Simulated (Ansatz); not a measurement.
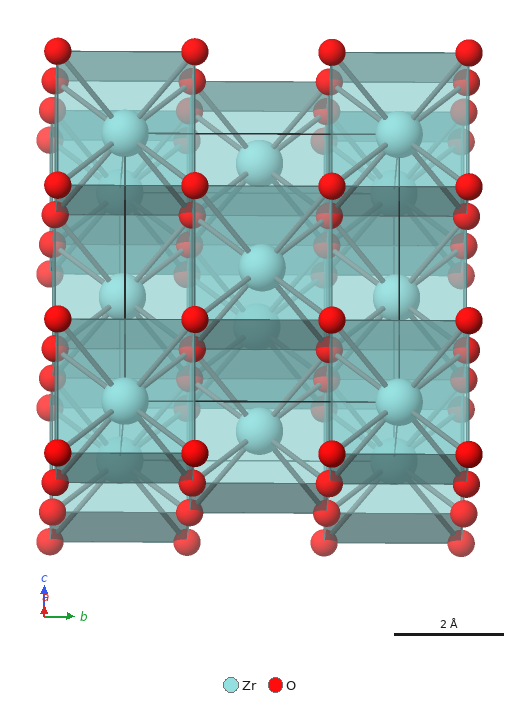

*The input geometry (polyhedral view of the cell 4 times as large as that of the calculation, set on its symmetry axes, seen at an oblique angle; polyhedra are completed across the faces of the cell). An atom can appear more than once, as a periodic image.*

**Run report: ZrO$_{2}$, geometry relaxation (part 1 of 2)**

System: ZrO$_{2}$ (3 atoms in the cell).
Method: DFT PBE+D3(BJ), scalar-relativistic, plane waves, PAW, no spin polarisation (Ansatz 0.2.0).

The structure derives from an entry of the Crystallography Open Database.

**What the program printed**
```
Engine: ansatz 0.2.0, x86_64-unknown-linux-gnu
Pseudopotentials: kind: paw
Pseudopotential: Zr, paw, valence charge 12, recommended cutoff 420 eV (normal), Zr.paw.azcp
Pseudopotential: O, paw, valence charge 6, recommended cutoff 420 eV (normal), O.paw.azcp
Functional definition: PBE
  parameter kappa = 0.804
  parameter beta = 0.06672455060314922
  exchange = pbe_x(kappa = kappa, mu = beta*pi^2/3)
  correlation = pbe_c(beta = beta)
Crystal: 3 atoms, lattice volume = 32.581 Å³
Basis set: ecut = 420 eV, 609 PW (Γ), exchange–correlation on 48×48×48 points (8 copies of the dense FFT grid, shifted against one another)
Bands: 16, of which v1, the nominal top of the filled ones, is band 12 counted from 1 (11 counted from 0)
Symmetry: 48 space group operations
Space group: Fm-3m (ITA 225), of the structure as read, at distance tolerance 3.2e-5 Å
k-points: 29 of 512
Non-local potential: Zr, projectors of the file, l = 0: 3, l = 1: 2, l = 2: 2, l = 3: 2
Non-local potential: O, projectors of the file, l = 0: 2, l = 1: 2, l = 2: 1
PAW form: soft (Blöchl's): semilocal exchange-correlation on the pseudo side does not see the compensation charge
PAW one-centre angular grid: Zr, 590 points (default); XC on 64 Gauss nodes
PAW one-centre angular grid: O, 110 points (default); XC on 64 Gauss nodes
Initial density: superposition of atomic densities (neutral atoms: chi_scale 0, normalization atom), corrected by the library's trained network
Initial wavefunctions: pseudopotential atomic-orbital guess
Functional: x = pbe(κ = 0.804, μ = 0.2195149727645171), c = pbe(β = 0.06672455060314922)
SCF iter   1: F=—  HF=-5324.612994 eV  |F-HF|=—  |Δ(HF+E_count)|=         —  Δρ=2.25e-3  dr2=1.09e-3  ethr=1.77e-3  ⟨swp⟩=6.0  Hψ=2178  notcnv=0
preconditioner: auto → none  [insulator: Δε(μ)=3.425 eV  Ē_g=17.353 eV  σ=0.020 eV  W_gap=1.00  n_scr=14 (ndim 8)  ℏωp=30.5 eV  f_vac=0.023  D(μ)=0.00/eV (n_scr^D=0)  ε∞_Penn≈4.1]
SCF iter   2: F=—  HF=-5324.612981 eV  |F-HF|=—  |Δ(HF+E_count)|=   1.35e-5  Δρ=1.55e-3  dr2=5.97e-4  ethr=4.54e-6  ⟨swp⟩=2.0  Hψ=1158  notcnv=0
SCF iter   3: F=—  HF=-5324.612868 eV  |F-HF|=—  |Δ(HF+E_count)|=   1.13e-4  Δρ=5.99e-4  dr2=1.75e-5  ethr=2.49e-6  ⟨swp⟩=2.0  Hψ=678  notcnv=0
SCF iter   4: F=—  HF=-5324.612821 eV  |F-HF|=—  |Δ(HF+E_count)|=   4.69e-5  Δρ=1.69e-4  dr2=1.62e-6  ethr=7.27e-8  ⟨swp⟩=2.0  Hψ=803  notcnv=0
iter 5 did not close the SCF: its close was put off for the readings that it lacked (scf_convergence_deferred on its scf_iter line)
SCF iter   5: F=-5324.612829 eV  HF=-5324.612829 eV  |F-HF|=2.40e-8  |Δ(HF+E_count)|=   7.49e-6  Δρ=1.46e-5  dr2=2.29e-8  ethr=6.77e-9  ⟨swp⟩=2.0  Hψ=810  notcnv=0
SCF iter   6: F=-5324.612829 eV  HF=-5324.612829 eV  |F-HF|=1.39e-10  |Δ(HF+E_count)|=   3.03e-8  Δρ=2.06e-6  dr2=8.46e-10  ethr=9.54e-11  ⟨swp⟩=2.0  Hψ=1648  notcnv=0
SCF 1 converged in 6 iterations: F = -5324.612829 eV  dr2 = 8.46e-10
  greatest PAW one-centre occupation: 0.995 electrons in one spin orbital (limit 2), on the Zr atom at site 0 (counted from 0), in its partial waves of l = 0
relax step   1: F+E_penalty+E_count = -5324.61282864 eV  Δ(F+E_penalty+E_count) = +0.000e0 eV  max|allowed force component| = 4.722e-18 eV/Å  Δτ_max = 0.0000 Å  P = +2.596 GPa  Ω = 32.581 Å³  (6 SCF iters, dr2 threshold 1.00e-7 eV, accepted)
Crystal: 3 atoms, lattice volume = 32.966 Å³
Basis set: ecut = 420 eV, 645 PW (Γ), exchange–correlation on 48×48×48 points (8 copies of the dense FFT grid, shifted against one another)
Initial density: handed on by an earlier stage of this run
Initial wavefunctions: those handed on with the density
iter 1 solved again at ethr=5.40e-6 eV; its pass at ethr=3.10e-3 eV (dr2=1.30e-3 eV) is discarded
SCF iter   1: F=—  HF=-5324.614049 eV  |F-HF|=—  |Δ(HF+E_count)|=         —  Δρ=1.95e-3  dr2=1.03e-3  ethr=5.40e-6  ⟨swp⟩=1.4  Hψ=2724  notcnv=0
preconditioner: auto → none  [insulator: Δε(μ)=3.343 eV  Ē_g=17.248 eV  σ=0.020 eV  W_gap=1.00  n_scr=14 (ndim 8)  ℏωp=30.3 eV  f_vac=0.027  D(μ)=0.00/eV (n_scr^D=0)  ε∞_Penn≈4.1]
SCF iter   2: F=—  HF=-5324.613890 eV  |F-HF|=—  |Δ(HF+E_count)|=   1.59e-4  Δρ=1.17e-3  dr2=3.99e-4  ethr=4.30e-6  ⟨swp⟩=2.0  Hψ=809  notcnv=0
SCF iter   3: F=—  HF=-5324.613797 eV  |F-HF|=—  |Δ(HF+E_count)|=   9.29e-5  Δρ=2.96e-4  dr2=2.91e-5  ethr=1.66e-6  ⟨swp⟩=2.0  Hψ=651  notcnv=0
SCF iter   4: F=—  HF=-5324.613686 eV  |F-HF|=—  |Δ(HF+E_count)|=   1.12e-4  Δρ=8.54e-5  dr2=1.92e-6  ethr=1.21e-7  ⟨swp⟩=2.0  Hψ=651  notcnv=0
SCF iter   5: F=-5324.613687 eV  HF=-5324.613687 eV  |F-HF|=2.44e-8  |Δ(HF+E_count)|=   1.29e-6  Δρ=9.68e-6  dr2=2.22e-8  ethr=1.25e-9  ⟨swp⟩=5.0  Hψ=2172  notcnv=0
SCF 2 converged in 5 iterations: F = -5324.613687 eV  dr2 = 2.22e-8
relax step   2: F+E_penalty+E_count = -5324.61368688 eV  Δ(F+E_penalty+E_count) = -8.582e-4 eV  max|allowed force component| = 5.397e-18 eV/Å  Δτ_max = 0.0000 Å  P = -0.432 GPa  Ω = 32.966 Å³  energy of the carried Pulay correction = -1.708e-3 eV  (5 SCF iters, dr2 threshold 3.00e-7 eV, accepted)
Crystal: 3 atoms, lattice volume = 32.910 Å³
iter 1 solved again at ethr=1.10e-7 eV; its pass at ethr=3.10e-3 eV (dr2=2.65e-5 eV) is discarded
SCF iter   1: F=—  HF=-5324.614127 eV  |F-HF|=—  |Δ(HF+E_count)|=         —  Δρ=2.82e-4  dr2=2.12e-5  ethr=1.10e-7  ⟨swp⟩=2.3  Hψ=2734  notcnv=0
preconditioner: auto → none  [insulator: Δε(μ)=3.368 eV  Ē_g=17.267 eV  σ=0.020 eV  W_gap=1.00  n_scr=14 (ndim 8)  ℏωp=30.4 eV  f_vac=0.024  D(μ)=0.00/eV (n_scr^D=0)  ε∞_Penn≈4.1]
SCF iter   2: F=—  HF=-5324.614010 eV  |F-HF|=—  |Δ(HF+E_count)|=   1.18e-4  Δρ=1.73e-4  dr2=9.01e-6  ethr=8.84e-8  ⟨swp⟩=2.0  Hψ=696  notcnv=0
SCF iter   3: F=—  HF=-5324.614008 eV  |F-HF|=—  |Δ(HF+E_count)|=   2.17e-6  Δρ=3.89e-5  dr2=4.96e-7  ethr=3.75e-8  ⟨swp⟩=2.0  Hψ=646  notcnv=0
SCF iter   4: F=-5324.614008 eV  HF=-5324.614008 eV  |F-HF|=1.20e-8  |Δ(HF+E_count)|=   3.73e-9  Δρ=1.07e-5  dr2=2.90e-8  ethr=1.25e-9  ⟨swp⟩=4.2  Hψ=1534  notcnv=0
SCF 3 converged in 4 iterations: F = -5324.614008 eV  dr2 = 2.90e-8
relax step   3: F+E_penalty+E_count = -5324.61400754 eV  Δ(F+E_penalty+E_count) = -3.207e-4 eV  max|allowed force component| = 5.011e-18 eV/Å  Δτ_max = 0.0000 Å  P = -0.006 GPa  Ω = 32.910 Å³  energy of the carried Pulay correction = -1.463e-3 eV  (4 SCF iters, dr2 threshold 3.00e-7 eV, accepted)
Basis set: ecut = 420 eV, 645 PW (Γ), exchange–correlation on 50×50×50 points (8 copies of the dense FFT grid, shifted against one another)
Initial wavefunctions: pseudopotential atomic-orbital guess (no wavefunctions were taken with the density)
iter 1 solved again at ethr=4.07e-8 eV; its pass at ethr=3.10e-3 eV (dr2=9.78e-6 eV) is discarded
SCF iter   1: F=—  HF=-5324.615706 eV  |F-HF|=—  |Δ(HF+E_count)|=         —  Δρ=1.69e-4  dr2=7.54e-7  ethr=4.07e-8  ⟨swp⟩=3.4  Hψ=3639  notcnv=0
preconditioner: auto → none  [insulator: Δε(μ)=3.365 eV  Ē_g=17.266 eV  σ=0.020 eV  W_gap=1.00  n_scr=14 (ndim 8)  ℏωp=30.4 eV  f_vac=0.025  D(μ)=0.00/eV (n_scr^D=0)  ε∞_Penn≈4.1]
SCF iter   2: F=—  HF=-5324.615862 eV  |F-HF|=—  |Δ(HF+E_count)|=   1.56e-4  Δρ=8.32e-5  dr2=2.68e-7  ethr=3.14e-9  ⟨swp⟩=2.0  Hψ=783  notcnv=0
SCF iter   3: F=—  HF=-5324.615873 eV  |F-HF|=—  |Δ(HF+E_count)|=   1.17e-5  Δρ=4.01e-5  dr2=1.03e-7  ethr=1.12e-9  ⟨swp⟩=2.0  Hψ=644  notcnv=0
SCF iter   4: F=—  HF=-5324.615876 eV  |F-HF|=—  |Δ(HF+E_count)|=   2.81e-6  Δρ=5.07e-6  dr2=2.63e-9  ethr=4.31e-10  ⟨swp⟩=2.0  Hψ=692  notcnv=0
SCF iter   5: F=—  HF=-5324.615876 eV  |F-HF|=—  |Δ(HF+E_count)|=   2.56e-8  Δρ=7.13e-7  dr2=6.19e-11  ethr=1.09e-11  ⟨swp⟩=2.0  Hψ=633  notcnv=0
SCF iter   6: F=-5324.615876 eV  HF=-5324.615876 eV  |F-HF|=1.82e-12  |Δ(HF+E_count)|=  2.31e-10  Δρ=5.81e-8  dr2=3.89e-13  ethr=1.00e-12  ⟨swp⟩=5.4  Hψ=1982  notcnv=0
SCF 4 converged in 6 iterations: F = -5324.615876 eV  dr2 = 3.89e-13
relax step   4: F+E_penalty+E_count = -5324.61587600 eV  Δ(F+E_penalty+E_count) = -1.868e-3 eV  max|allowed force component| = 5.011e-18 eV/Å  Δτ_max = 0.0000 Å  P = +0.080 GPa  Ω = 32.910 Å³  stress off target by 7.95e-2 GPa  SCF on the basis re-selected at this cell (its energy is not comparable with the rows above)  (6 SCF iters)
basis re-selected at this cell: Δ(F+E_penalty+E_count) = -1.868e-3 eV, ΔP = +0.085 GPa vs the last step (what re-selecting the basis moved, of the pressure what is left beyond the Pulay correction that the steps carried, after the strain that the cell walked since its last selection, with what the two solves' SCF thresholds leave and, on support functions, any second-order correction that the steps lacked; it is no measure of the basis error at this ecutwfc). The dense FFT grid was sized anew with the basis: this SCF ran on 25×25×25 points, the steps before it on 24×24×24, so part of this shift can come from that change (see relax.cell in the input reference). This SCF's stress stands 7.95e-2 GPa from its target on what of the cell is left free (relax.cell.stress_tol is 5.00e-2 GPa) and its largest allowed force component is 5.01e-18 eV/Å (relax.f_tol is 5.00e-3 eV/Å): not within both, so this SCF does not close the relaxation
Crystal: 3 atoms, lattice volume = 32.921 Å³
iter 1 solved again at ethr=4.28e-9 eV; its pass at ethr=3.10e-3 eV (dr2=1.03e-6 eV) is discarded
SCF iter   1: F=—  HF=-5324.615722 eV  |F-HF|=—  |Δ(HF+E_count)|=         —  Δρ=5.52e-5  dr2=8.27e-7  ethr=4.28e-9  ⟨swp⟩=2.2  Hψ=2722  notcnv=0
preconditioner: auto → none  [insulator: Δε(μ)=3.363 eV  Ē_g=17.263 eV  σ=0.020 eV  W_gap=1.00  n_scr=14 (ndim 8)  ℏωp=30.4 eV  f_vac=0.022  D(μ)=0.00/eV (n_scr^D=0)  ε∞_Penn≈4.1]
SCF iter   2: F=—  HF=-5324.615834 eV  |F-HF|=—  |Δ(HF+E_count)|=   1.12e-4  Δρ=3.81e-5  dr2=4.34e-7  ethr=3.44e-9  ⟨swp⟩=2.2  Hψ=784  notcnv=0
SCF iter   3: F=—  HF=-5324.615834 eV  |F-HF|=—  |Δ(HF+E_count)|=   1.06e-7  Δρ=7.36e-6  dr2=1.89e-8  ethr=1.81e-9  ⟨swp⟩=2.0  Hψ=640  notcnv=0
SCF iter   4: F=-5324.615834 eV  HF=-5324.615834 eV  |F-HF|=2.15e-10  |Δ(HF+E_count)|=   2.10e-9  Δρ=2.13e-6  dr2=1.37e-9  ethr=6.59e-11  ⟨swp⟩=4.0  Hψ=1416  notcnv=0
SCF 5 converged in 4 iterations: F = -5324.615834 eV  dr2 = 1.37e-9
relax step   5: F+E_penalty+E_count = -5324.61583385 eV  Δ(F+E_penalty+E_count) = +4.216e-5 eV  max|allowed force component| = 7.324e-18 eV/Å  Δτ_max = 0.0000 Å  P = +0.001 GPa  Ω = 32.921 Å³  energy of the carried Pulay correction = -4.477e-5 eV  (4 SCF iters, dr2 threshold 1.58e-8 eV, accepted)
iter 1 solved again at ethr=4.48e-8 eV; its pass at ethr=3.10e-3 eV (dr2=1.08e-5 eV) is discarded
SCF iter   1: F=—  HF=-5324.615720 eV  |F-HF|=—  |Δ(HF+E_count)|=         —  Δρ=6.77e-6  dr2=1.23e-8  ethr=4.48e-8  ⟨swp⟩=3.3  Hψ=3580  notcnv=0
preconditioner: auto → none  [insulator: Δε(μ)=3.364 eV  Ē_g=17.263 eV  σ=0.020 eV  W_gap=1.00  n_scr=14 (ndim 8)  ℏωp=30.4 eV  f_vac=0.022  D(μ)=0.00/eV (n_scr^D=0)  ε∞_Penn≈4.1]
SCF iter   2: F=—  HF=-5324.615834 eV  |F-HF|=—  |Δ(HF+E_count)|=   1.14e-4  Δρ=9.12e-6  dr2=2.43e-8  ethr=5.12e-11  ⟨swp⟩=3.5  Hψ=1108  notcnv=0
SCF iter   3: F=—  HF=-5324.615834 eV  |F-HF|=—  |Δ(HF+E_count)|=   5.35e-9  Δρ=2.79e-6  dr2=1.84e-9  ethr=5.12e-11  ⟨swp⟩=2.0  Hψ=632  notcnv=0
SCF iter   4: F=—  HF=-5324.615834 eV  |F-HF|=—  |Δ(HF+E_count)|=  1.79e-10  Δρ=5.34e-7  dr2=3.36e-11  ethr=7.67e-12  ⟨swp⟩=2.2  Hψ=653  notcnv=0
SCF iter   5: F=-5324.615834 eV  HF=-5324.615834 eV  |F-HF|=1.82e-12  |Δ(HF+E_count)|=  4.91e-11  Δρ=6.93e-8  dr2=9.81e-13  ethr=1.00e-12  ⟨swp⟩=5.8  Hψ=2029  notcnv=0
SCF 6 converged in 5 iterations: F = -5324.615834 eV  dr2 = 9.81e-13
relax step   6: F+E_penalty+E_count = -5324.61583385 eV  Δ(F+E_penalty+E_count) = -4.220e-10 eV  max|allowed force component| = 4.530e-18 eV/Å  Δτ_max = 0.0000 Å  P = +0.002 GPa  Ω = 32.921 Å³  stress off target by 2.31e-3 GPa  SCF on the basis re-selected at this cell (its energy is not comparable with the rows above)  (5 SCF iters)
```
